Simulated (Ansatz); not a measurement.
# TaN: geometry relaxation (part 4 of 4)

Continued. System: TaN (slab, 36 atoms in the cell). Method: DFT PBEsol, scalar-relativistic, plane waves, PAW, no spin polarisation (Ansatz 0.2.0); cutoff 420 eV, 3×8×1 k-mesh, Gaussian smearing of 0.1 eV. The structure derives from an entry of the Crystallography Open Database. The input holds or restrains some coordinates. Forces given for the steps count only the free coordinates. It belongs to a series of runs on one base structure; here: flat (0 0 1) slab.

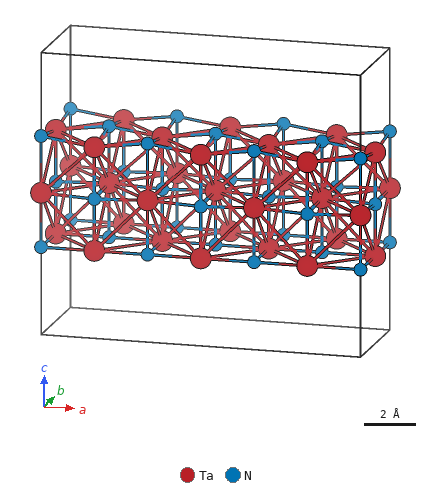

**Figure 1.** The geometry at step 5 of the log (ball-and-stick view of the cell of the calculation, with the vacuum cut short, seen slightly off an axis).

## Remarks

The program warns: the exchange-correlation potential is rough where the density is thin. Spin–orbit coupling is left out, which matters for Ta.
